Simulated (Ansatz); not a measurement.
**A series of single points on NaCl**

System: NaCl (Fm-3m, 2 atoms in the cell).
Method: DFT, LDA, all-electron LAPW, scalar-relativistic; levels at fixed fractional wave vectors of a strained or displaced cell, no spin polarisation (Ansatz 0.2.0).

The 5 runs differ only in the geometry, by a strain of the cell at fixed fractional positions. Against run 3, the strain is εxx = η, εyy = η and εzz = −0.37 η. The structure derives from an entry of the Crystallography Open Database.

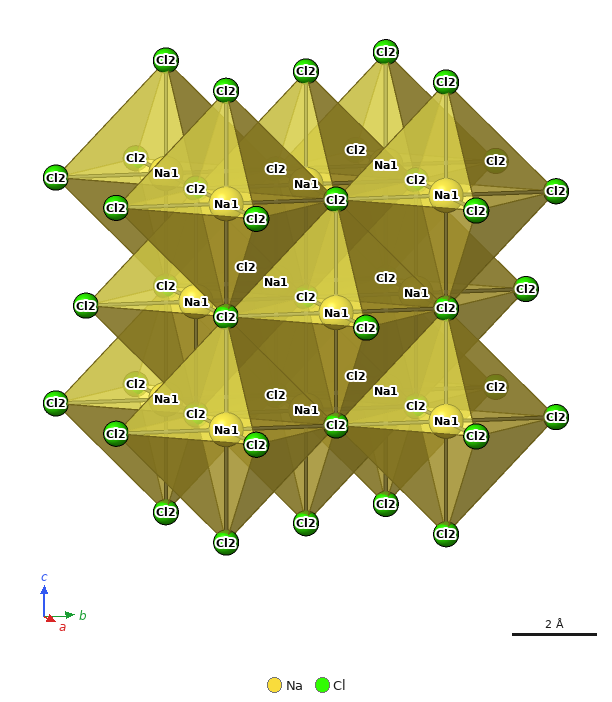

Figure 1. The structure of run 3 (polyhedral view of the cell 4 times as large as that of the calculation, set on its symmetry axes, seen slightly off an axis; polyhedra are completed across the faces of the cell; atoms are numbered from 1 in the order of the input).

**Input of run 3**
```yaml
crystal:
  lattice:
    - [2.73219421572, 2.73219421572, 0.0]
    - [-2.73219421572, 2.73219421572, 0.0]
    - [0.0, 2.73219421572, 2.73219421572]
  atoms:
    - { symbol: Na, position: [0.0, 0.0, 0.0] }
    - { symbol: Cl, position: [0.5, 0.5, 0.0] }
kpoints:
  mp_grid: { grid: [8, 8, 8] }
scf:
  occupations: { method: fixed }
  convergence: { dr2_threshold: 1.0e-10 }
hamiltonian:
  xc: lda
  pseudopotentials: { kind: all_electron, lapw: { basis_error: 0.0005 } }
output:
  forces: true
  stress: true
  eigenstates:
    kpoints:
      - [0.0, 0.0, 0.0]
      - [-0.5, -0.5, -0.5]
      - [-0.5, 0.5, 0.0]
      - [0.0, 0.0, -0.5]
      - [0.0, -0.5, -0.5]
      - [0.0, 0.5, 0.0]
      - [-0.5, 0.0, 0.0]
      - [-0.5, 0.0, -0.5]
  eigenvalues: true
```

Command:
```bash
ansatz run input.yaml --threads 1 --pin off --max-ram 3072MiB --backend cpu --events-out ev --progress --plain --runs-dir out
```

Run 2 differs from it as follows:
```diff
-    - [2.73219421572, 2.73219421572, 0.0]
-    - [-2.73219421572, 2.73219421572, 0.0]
-    - [0.0, 2.73219421572, 2.73219421572]
+    - [2.70487227356, 2.70487227356, 0.0]
+    - [-2.70487227356, 2.70487227356, 0.0]
+    - [0.0, 2.70487227356, 2.74233617024]
```

**Results, with one run withheld**

```csv
run,strain parameter η (%),"free energy per atom, from the lowest run given (meV)",pressure (GPa),gap on the mesh (eV)
1,−2.0015,4.37,1.21,5.21
2,−0.9994,?,?,?
3,0.0000,0.00,0.00,5.08
4,1.0000,0.95,−0.48,5.00
5,1.9973,3.65,−0.90,4.93
```

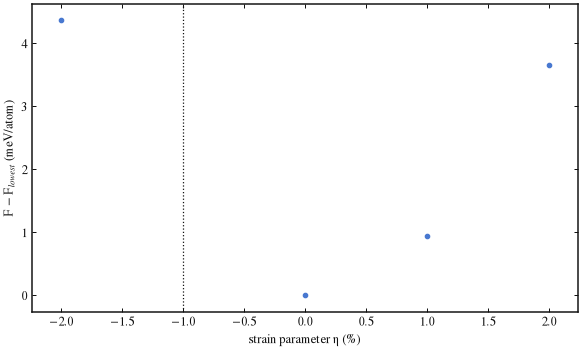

Figure 2. Free energy per atom of the runs given; the dotted line marks run 2.

Fit the runs given and predict run 2.

A quadratic polynomial in the coordinate, fitted to the 4 runs given, misses them by at most 0.07 meV per atom. With x = η − 0.2490, it reads F = 0.073483 + 0.32701 x + 0.99186 x² (meV per atom). At run 2 it gives 1.21 meV per atom, and the run itself gives 1.05. The fit has its minimum at η = 0.0842 %. The gap on the mesh goes, without turning, from 5.21 eV in run 1 to 4.93 eV in run 5; run 2 has 5.14 eV. These are gaps of this functional on this mesh, which can miss the band edges; they aren't the measured gap.

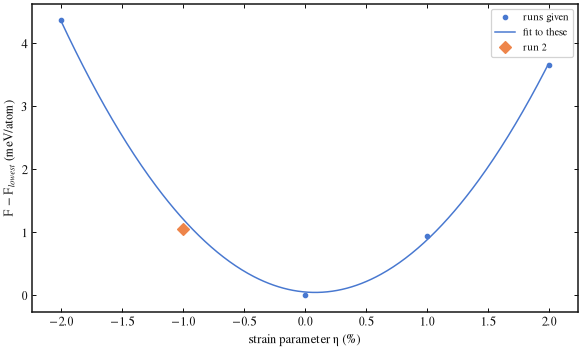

Figure 3. The fit and the withheld run.

**Output, shortened to warnings, some set-up lines, iterations and results (run 2)**
```
Basis set: ecut = 196.6826320015473 eV, 259 PW (Γ), exchange–correlation at level 2
Symmetry: 16 space group operations
k-points: 59 of 512
Initial density: superposition of atomic densities (chi_scale 0.1, normalization cell, long waves kept (reshape's long-wave potential 0.00 eV rms))
[...]
SCF iter   1: F=—  HF=-16926.846228 eV  |F-HF|=—  |Δ(HF+E_count)|=         —  Δρ=2.15e-2  dr2=3.37e-1  ethr=1.40e-3  ⟨swp⟩=2.0  Hψ=6049  notcnv=0
SCF iter   2: F=—  HF=-16926.670091 eV  |F-HF|=—  |Δ(HF+E_count)|=   1.76e-1  Δρ=4.45e-3  dr2=1.21e-2  ethr=5.05e-5  ⟨swp⟩=2.0  Hψ=5129  notcnv=0
SCF iter   3: F=—  HF=-16926.664560 eV  |F-HF|=—  |Δ(HF+E_count)|=         —  Δρ=2.65e-3  dr2=4.85e-3  ethr=5.04e-5  ⟨swp⟩=2.0  Hψ=2832  notcnv=0
SCF iter   4: F=—  HF=-16926.664165 eV  |F-HF|=—  |Δ(HF+E_count)|=   3.95e-4  Δρ=1.25e-4  dr2=5.87e-6  ethr=2.02e-5  ⟨swp⟩=3.0  Hψ=2992  notcnv=0
SCF iter   5: F=—  HF=-16926.664167 eV  |F-HF|=—  |Δ(HF+E_count)|=   1.50e-6  Δρ=2.74e-5  dr2=1.97e-7  ethr=2.44e-8  ⟨swp⟩=3.6  Hψ=3123  notcnv=0
SCF iter   6: F=—  HF=-16926.664166 eV  |F-HF|=—  |Δ(HF+E_count)|=   4.64e-7  Δρ=8.13e-6  dr2=2.26e-8  ethr=8.21e-10  ⟨swp⟩=3.0  Hψ=3127  notcnv=0
SCF iter   7: F=-16926.664166 eV  HF=-16926.664166 eV  |F-HF|=4.00e-11  |Δ(HF+E_count)|=   2.50e-8  Δρ=3.33e-7  dr2=4.19e-11  ethr=9.43e-11  ⟨swp⟩=3.0  Hψ=3126  notcnv=0
SCF 1 converged in 7 iterations: F = -16926.664166 eV  dr2 = 4.19e-11
NSCF: frozen V_eff on 8 k-points
SCF converged after 7 iterations
Free energy (F): -16926.664166 eV
Harris-Foulkes:  -16926.664166 eV  (|F-HF|=4.00e-11)
Internal energy: -16926.664166 eV  (E = F + TS)
E sigma→0 (E₀):  -16926.664166 eV
Fermi energy:    2.002300 eV
--- Per-component energies (eV) ---
  E_band       = -1781.920721
  E_kinetic    = 16979.054550
  E_xc         = -1103.127410
  E_electrostatic = -32802.591307  (all electrons and nuclei)
  E_smearing   = -0.000000  (= −TS)
  E_closure    = 0.000000  (closes the sum)
  E_atoms      = -16919.283781  (free atoms, spherical and without spin; not in F)
  Σ components = -16926.664166   (vs F -16926.664166, Δ=0.00e0)
  Basis errors (estimates in eV, not in F): energy 1.8e-4 per atom: plane waves 1.7e-4 (9.4e-5 summed), levels above the bands 0.0e0, relativity 1.1e-9, radial functions 1.1e-5, core shells 4.7e-14; eigenvalues (radial functions only) 1.3e-5; not estimated: angular momenta, meshes, grids; target …
--- Forces (eV/Å), atoms counted from 1 ---
  atom   1  Na    -0.00000000     0.00000000     0.00000000
  atom   2  Cl    -0.00000000    -0.00000000     0.00000000
  max |Σ_I F_I| component: 3.01e-30 eV/Å
--- Stress (GPa, compression-positive) ---
        0.846365       0.000000       0.000000
        0.000000       0.846365       0.000000
        0.000000       0.000000       0.009451
  P = ⅓ Tr σ = 0.5674 GPa (5.674 kbar)
```
